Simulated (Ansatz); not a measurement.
# Geometry relaxation of C₁₆HSi₁₆ (charge +1) (part 3 of 3)

The same run, continued: C₁₆HSi₁₆ (defect cell, 33 atoms in the cell, total charge +1); DFT PBE, scalar-relativistic, plane waves, PAW, no spin polarisation (Ansatz 0.2.0); cutoff 420 eV, 2×2×2 k-mesh, Gaussian smearing of 0.02 eV. The structure derives from a Materials Project entry. It belongs to a series of runs on one base structure; here: H interstitial, charge +1, atoms relaxed.

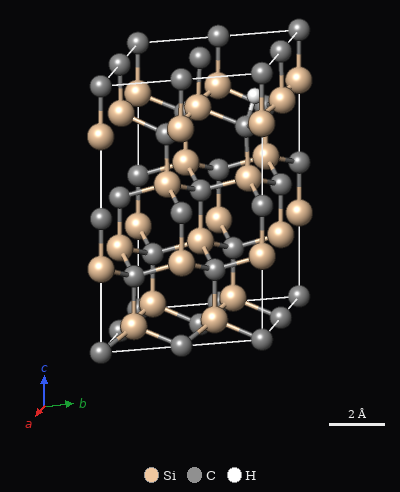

**Figure 1.** The geometry at step 6 of the log (ball-and-stick view of the cell of the calculation, seen slightly off an axis).

## What the program printed, continued
```
  k-point 1: bands = ["-6.1892", "-5.5206", "-4.0603", "-3.3579", "-3.1729", "-2.5329", "-2.5241", "-2.2756", "-2.2707", "-2.2657", "-1.7904", "-1.4697", "-1.4362", "-1.2852", "-1.2731", "-1.2678", "1.1225", "1.2685", "1.2919", "1.3544", "1.5215", "1.5272", "1.6629", "2.0420", "2.0812", "2.0837", "2.2102", "2.2183", "2.2797", "2.4542", "4.6949", "5.6115", "5.6288", "5.6710", "5.7111", "5.7179", "6.1495", "6.1789", "6.3618", "6.4894", "6.5353", "6.5357", "6.5840", "6.9018", "6.9236", "6.9952", "7.0690", "7.0743", "7.6985", "7.7360", "7.7527", "7.8387", "7.9620", "7.9862", "7.9873", "8.0213", "8.1603", "8.2096", "8.5068", "8.5094", "9.0825", "9.0971", "9.3461", "9.3503", "11.2242", "12.0543", "12.0811", "12.0996", "12.1433", "12.1573", "12.9511", "13.5297", "13.5863", "13.6245", "13.7158", "13.7273", "14.0629", "14.6811", "14.8302", "15.3566", "15.4061", "15.4395", "15.5042", "15.5233", "15.7363", "16.0734", "16.1541", "16.2440", "16.2799", "16.5387", "16.5458", "16.5772", "16.5896", "16.6410", "16.6653", "16.7064", "16.8643"]
  k-point 2: bands = ["-5.6338", "-4.8803", "-4.2316", "-3.7397", "-3.7262", "-3.6900", "-3.2610", "-2.9949", "-2.3239", "-2.0165", "-2.0114", "-2.0010", "-1.6674", "-1.5549", "-0.8833", "-0.7395", "1.2900", "1.8369", "2.0993", "2.1616", "2.2253", "2.3911", "2.4148", "2.6461", "3.4933", "3.5512", "3.5588", "4.0696", "4.1822", "4.1915", "4.2558", "4.3721", "4.4481", "4.5244", "4.7771", "4.8991", "4.9070", "4.9080", "5.6154", "5.7858", "5.8633", "6.0917", "6.2065", "6.3032", "6.3346", "6.4439", "6.5963", "6.8509", "6.8673", "6.8751", "6.8842", "7.0141", "7.3167", "7.3443", "7.4971", "7.5149", "7.6914", "7.8076", "7.8120", "7.8648", "8.4558", "8.6460", "8.8634", "8.9247", "12.6199", "13.0285", "13.1135", "13.2299", "13.3658", "13.6741", "13.7923", "13.8794", "13.9979", "14.2644", "14.4320", "14.4879", "14.8037", "15.4645", "15.6584", "15.7809", "15.8507", "16.0349", "16.1017", "16.1553", "16.4914", "16.8558", "16.9114", "16.9411", "17.0138", "17.0897", "17.1094", "17.1657", "17.2607", "17.3219", "17.6839", "17.7630", "17.8149"]
  k-point 7: bands = ["-5.5785", "-4.7344", "-4.4895", "-4.4581", "-3.5158", "-2.8552", "-2.6905", "-2.5975", "-2.5897", "-2.5352", "-2.3996", "-2.3768", "-1.4829", "-1.2517", "-1.0771", "-1.0724", "1.6254", "2.0044", "2.0112", "2.2366", "2.4205", "2.8365", "2.9428", "2.9740", "2.9807", "3.0406", "3.1251", "3.1701", "4.0884", "4.5393", "4.6972", "4.7156", "4.7992", "4.8298", "4.8951", "4.9234", "5.0581", "5.1418", "5.2459", "5.2937", "5.7562", "5.8106", "5.8994", "5.9525", "5.9782", "5.9973", "6.0563", "6.0641", "6.9495", "7.0657", "7.3077", "7.3490", "7.3548", "7.7513", "7.8362", "7.8724", "8.0371", "8.1400", "8.1957", "8.2551", "8.3568", "8.4169", "8.6216", "8.6499", "12.5799", "13.0560", "13.3282", "13.3569", "13.3694", "13.3971", "13.4266", "13.4669", "14.4605", "14.8177", "14.8737", "14.9532", "15.0126", "15.0921", "15.1354", "15.1556", "15.2893", "16.0034", "16.1173", "16.1672", "16.2259", "16.2719", "16.3575", "16.3682", "16.7346", "17.4930", "17.6023", "17.7004", "17.7650", "17.7743", "17.7831", "17.7933", "17.8296"]
--- Relaxed structure (11 steps of the walk, 9 accepted, 0 SCFs on fresh bases) ---
  F+E_penalty+E_count = -14217.89247646 eV   max|allowed force component| = 1.956e-3 eV/Å
  atoms:
    - { symbol: Si, position: [0.33357481143779905, 0.16757830948177316, 0.06587592328055847] }
    - { symbol: Si, position: [0.8341081977607109, 0.1685156924077747, 0.06448094027128806] }
    - { symbol: Si, position: [0.33198836546437865, 0.6661232026387156, 0.06447040954716476] }
    - { symbol: Si, position: [0.8337977084725714, 0.6661499057021543, 0.06447632170844683] }
    - { symbol: Si, position: [0.16692456730868305, 0.33542808176746675, 0.5624881464475642] }
    - { symbol: Si, position: [0.6681011705430852, 0.3354841622282868, 0.5624274476704499] }
    - { symbol: Si, position: [0.16610536613610813, 0.8327236083889247, 0.5616045214938702] }
    - { symbol: Si, position: [0.6682706103027737, 0.8372623168813386, 0.5596801739332259] }
    - { symbol: Si, position: [0.5010760262107088, 0.5025592953368465, 0.31361842594695183] }
    - { symbol: Si, position: [1.0001494814112273, 0.5006891611077556, 0.3128873435972542] }
    - { symbol: Si, position: [0.5006448198476294, 1.0004404368023068, 0.3132392600070961] }
    - { symbol: Si, position: [0.9993389471694814, 1.0004136040357037, 0.31326415750658376] }
    - { symbol: Si, position: [0.4932397970589592, 0.48657628370987477, 0.8144275689709981] }
    - { symbol: Si, position: [0.9987490174975205, 0.49758675935951396, 0.8153760338839888] }
    - { symbol: Si, position: [0.48873575300945327, 1.0068328627859904, 0.8132025493067222] }
    - { symbol: Si, position: [1.0172948448936612, 1.006473052517359, 0.8132740549790274] }
    - { symbol: C, position: [0.33371650663120817, 0.1678683120686307, 0.25385960561365756] }
    - { symbol: C, position: [0.8333280255459253, 0.1670734005282295, 0.2518656518828478] }
    - { symbol: C, position: [0.3336517711907968, 0.6676763816503917, 0.25205553595727737] }
    - { symbol: C, position: [0.8336223131746797, 0.6676562965971672, 0.25207225008884176] }
    - { symbol: C, position: [0.16526809462270892, 0.3325369549184615, 0.750689298667051] }
    - { symbol: C, position: [0.6671693771726847, 0.33259817861191526, 0.750632737402981] }
    - { symbol: C, position: [0.16442795122349807, 0.8290594249660707, 0.7498333491925019] }
    - { symbol: C, position: [0.6649063344648891, 0.829558879281153, 0.7587706746612878] }
    - { symbol: C, position: [0.0002101235035258917, 0.001426811253125731, 0.5025207617486543] }
    - { symbol: C, position: [0.5006605299144741, 0.0014897931665181219, 0.5024672098621527] }
    - { symbol: C, position: [0.00015085793380795504, 0.5007042282607571, 0.5008257536957509] }
    - { symbol: C, position: [0.5016271033523687, 0.5037463962800846, 0.5034345888475839] }
    - { symbol: C, position: [0.0007812854410147265, 0.0003045748901702218, 1.0003486507163586] }
    - { symbol: C, position: [0.49920096934205244, 0.0003343438045707581, 1.0002997533754605] }
    - { symbol: C, position: [-0.00010687444442742235, 0.5001191988218381, 1.0014418872616315] }
    - { symbol: C, position: [0.4996622495302165, 0.4996300971604144, 1.0010581383223982] }
    - { symbol: H, position: [0.680680322975823, 0.8648390379887136, 0.8684943610523699] }
```

## Trajectory as extended XYZ (Å, eV, eV/Å), 3 of the 11 frames kept, from step=1 to step=11
```
33
Lattice="3.0941 -5.3592 0.0000 -6.1882 0.0000 0.0000 0.0000 0.0000 -10.1293" Properties=species:S:1:pos:R:3:forces:R:3 step=1 energy=-14216.57393
Si    0.0000   -1.7864   -0.6296   -0.5718  -0.1531  -0.5823
Si    1.5471   -4.4660   -0.6296   -0.9457  -0.6867  -1.2121
Si   -3.0941   -1.7864   -0.6296    0.3693   0.8003  -0.8518
Si   -1.5471   -4.4660   -0.6296    0.7313  -0.1257  -0.7674
Si   -1.5471   -0.8932   -5.6943   -0.0586   0.0757   0.2465
Si    0.0000   -3.5728   -5.6943    0.0483  -0.0837   0.2675
Si   -4.6412   -0.8932   -5.6943    0.0655   0.0235   0.3208
Si   -3.0941   -3.5728   -5.6943   -0.1410  -0.0504   1.3300
Si   -1.5471   -2.6796   -3.1614   -0.2430  -0.1605   0.0901
Si    0.0000   -5.3592   -3.1614   -0.0634  -0.0207   0.0077
Si   -4.6412   -2.6796   -3.1614    0.2168  -0.0676  -0.0491
Si   -3.0941   -5.3592   -3.1614    0.0673   0.2356  -0.0129
Si   -1.5471   -2.6796   -8.2260    0.9499   0.5469   0.3627
Si    0.0000   -5.3592   -8.2260    0.0343   0.0085   0.1423
Si   -4.6412   -2.6796   -8.2260   -1.2358   0.8253   1.0917
Si   -3.0941   -5.3592   -8.2260    0.0924  -1.3736   0.8704
C     0.0000   -1.7864   -2.5343    0.1050   0.0286   0.2561
C     1.5471   -4.4660   -2.5343    0.0868   0.0635   0.1829
C    -3.0941   -1.7864   -2.5343   -0.0338  -0.0645   0.1379
C    -1.5471   -4.4660   -2.5343   -0.0604   0.0083   0.1222
C    -1.5471   -0.8932   -7.5990   -0.0300   0.0879  -0.2391
C     0.0000   -3.5728   -7.5990    0.0799  -0.0681  -0.2676
C    -4.6412   -0.8932   -7.5990    0.0388  -0.0002  -0.3298
C    -3.0941   -3.5728   -7.5990    0.0768   0.0137  -1.7120
C     0.0000    0.0000   -5.0601   -0.0019   0.0499  -0.3546
C     1.5471   -2.6796   -5.0601    0.0457  -0.0281  -0.3403
C    -3.0941    0.0000   -5.0601    0.0103   0.0047  -0.1563
C    -1.5471   -2.6796   -5.0601   -0.0282  -0.0161  -0.4202
C     0.0000    0.0000  -10.1248    0.0829   0.7567   0.3592
C     1.5471   -2.6796  -10.1248    0.9607  -0.4816   0.4245
C    -3.0941    0.0000  -10.1248    0.0068   0.0119   0.1511
C    -1.5471   -2.6796  -10.1248   -0.1522  -0.1031   0.2508
H    -3.3227   -3.6499   -9.3540   -0.5029  -0.0573   0.6810
33
Lattice="3.0941 -5.3592 0.0000 -6.1882 0.0000 0.0000 0.0000 0.0000 -10.1293" Properties=species:S:1:pos:R:3:forces:R:3 step=6 energy=-14217.82768 accepted=F
Si   -0.0088   -1.7857   -0.6750   -0.1883  -0.0081  -0.0646
Si    1.5481   -4.4648   -0.6438   -0.1729  -0.1827  -0.2668
Si   -3.0966   -1.7838   -0.6530    0.1417   0.1270  -0.1038
Si   -1.5424   -4.4736   -0.6529    0.0991   0.0737  -0.0843
Si   -1.5559   -0.8988   -5.7021    0.0039   0.0278   0.0171
Si   -0.0111   -3.5810   -5.6951    0.0297  -0.0021   0.0113
Si   -4.6367   -0.8884   -5.6829   -0.0249  -0.0317  -0.0009
Si   -3.1268   -3.5798   -5.6736    0.0424   0.0017   0.0785
Si   -1.5627   -2.6906   -3.1824   -0.0035   0.0086  -0.0317
Si   -0.0024   -5.3629   -3.1643   -0.0071   0.0027  -0.0740
Si   -4.6459   -2.6863   -3.1713    0.0321   0.0144  -0.0871
Si   -3.1002   -5.3582   -3.1752    0.0171   0.0139  -0.0666
Si   -1.4729   -2.6518   -8.2552   -0.1280  -0.0038   0.1130
Si    0.0309   -5.3561   -8.2657   -0.0016  -0.0035   0.1461
Si   -4.7329   -2.6006   -8.2533    0.0846  -0.0566   0.4513
Si   -3.0554   -5.4477   -8.2437   -0.0855   0.1779   0.2290
C    -0.0107   -1.7918   -2.5794    0.0253   0.0119   0.1742
C     1.5458   -4.4681   -2.5476    0.0100   0.0270   0.0939
C    -3.1008   -1.7927   -2.5550   -0.0251  -0.0019   0.0861
C    -1.5530   -4.4712   -2.5558    0.0063  -0.0185   0.0713
C    -1.5267   -0.8880   -7.6097    0.0131   0.0118  -0.0486
C     0.0209   -3.5786   -7.6036    0.0828   0.0055  -0.0812
C    -4.6018   -0.8814   -7.5921    0.0119  -0.0705  -0.0862
C    -3.0342   -3.5748   -7.6445   -0.4409  -0.1077  -1.6159
C    -0.0092   -0.0012   -5.0906   -0.0110  -0.0100   0.0364
C     1.5331   -2.6811   -5.0842   -0.0207   0.0098   0.0322
C    -3.0942   -0.0021   -5.0699    0.0049   0.0045  -0.0380
C    -1.5711   -2.6924   -5.1051    0.0163   0.0152   0.0795
C     0.0062   -0.0076  -10.1325    0.0129   0.0878  -0.0238
C     1.5333   -2.6671  -10.1346    0.2082  -0.1063  -0.0300
C    -3.0882   -0.0007  -10.1455   -0.0198  -0.0003  -0.0253
C    -1.5466   -2.6823  -10.1434   -0.0096  -0.0155   0.0040
H    -3.3596   -3.6055   -8.7890    0.2963  -0.0023   1.1048
33
Lattice="3.0941 -5.3592 0.0000 -6.1882 0.0000 0.0000 0.0000 0.0000 -10.1293" Properties=species:S:1:pos:R:3:forces:R:3 step=11 energy=-14217.89248
Si   -0.0049   -1.7877   -0.6673    0.0001   0.0000   0.0001
Si    1.5380   -4.4701   -0.6531    0.0000   0.0002   0.0001
Si   -3.0949   -1.7792   -0.6530   -0.0002   0.0002  -0.0001
Si   -1.5424   -4.4685   -0.6531    0.0001   0.0000  -0.0003
Si   -1.5592   -0.8946   -5.6976    0.0000   0.0002  -0.0001
Si   -0.0089   -3.5805   -5.6970    0.0001  -0.0001   0.0000
Si   -4.6391   -0.8902   -5.6887    0.0000   0.0000  -0.0001
Si   -3.1135   -3.5814   -5.6692    0.0001  -0.0003  -0.0005
Si   -1.5596   -2.6854   -3.1767   -0.0001   0.0000   0.0004
Si   -0.0038   -5.3600   -3.1693   -0.0001   0.0000   0.0000
Si   -4.6419   -2.6830   -3.1729   -0.0001   0.0002   0.0000
Si   -3.0987   -5.3556   -3.1732    0.0000   0.0001   0.0002
Si   -1.4849   -2.6434   -8.2496   -0.0005   0.0004   0.0000
Si    0.0111   -5.3525   -8.2592    0.0000   0.0002  -0.0003
Si   -4.7183   -2.6192   -8.2372    0.0005  -0.0003   0.0000
Si   -3.0807   -5.4519   -8.2379   -0.0005   0.0003   0.0002
C    -0.0063   -1.7884   -2.5714    0.0000  -0.0001  -0.0002
C     1.5445   -4.4659   -2.5512    0.0000   0.0000   0.0000
C    -3.0994   -1.7881   -2.5532    0.0001  -0.0001  -0.0001
C    -1.5523   -4.4675   -2.5533   -0.0001   0.0001   0.0000
C    -1.5465   -0.8857   -7.6040   -0.0005   0.0004   0.0002
C     0.0061   -3.5755   -7.6034   -0.0002  -0.0001   0.0001
C    -4.6217   -0.8812   -7.5953   -0.0002   0.0002   0.0001
C    -3.0762   -3.5633   -7.6858   -0.0004   0.0002   0.0005
C    -0.0082   -0.0011   -5.0902   -0.0001  -0.0001  -0.0003
C     1.5399   -2.6831   -5.0897    0.0002  -0.0003   0.0000
C    -3.0980   -0.0008   -5.0730    0.0000   0.0001  -0.0001
C    -1.5652   -2.6883   -5.0995    0.0000   0.0001   0.0000
C     0.0005   -0.0042  -10.1329   -0.0003  -0.0001   0.0000
C     1.5425   -2.6753  -10.1324   -0.0002   0.0001  -0.0003
C    -3.0952    0.0006  -10.1439    0.0001   0.0002   0.0001
C    -1.5458   -2.6778  -10.1401    0.0001   0.0001  -0.0001
H    -3.2457   -3.6479   -8.7973    0.0020  -0.0015   0.0003
```

## Results in brief

| quantity | value |
| --- | --- |
| outcome | converged |
| electrons treated | 128 |
| free energy | −14217.8925 eV |
| Fermi energy | 10.296 eV |
| gap on the k-point mesh | 1.68 eV |
| final volume | 335.93 Å³ |
| largest force (length of the vector) at the end | 0.003 eV/Å |
| hardware | 4 threads of Arm Neoverse N1, 24 GiB of memory available, shared host |
| wall time | 100 s (CPU time 6.4 min) |
| peak memory | 1.1 GiB |

## Notes

The cell is charged and computed with a neutralising background, so its energy and pressure depend on the cell and aren't those of a real crystal.
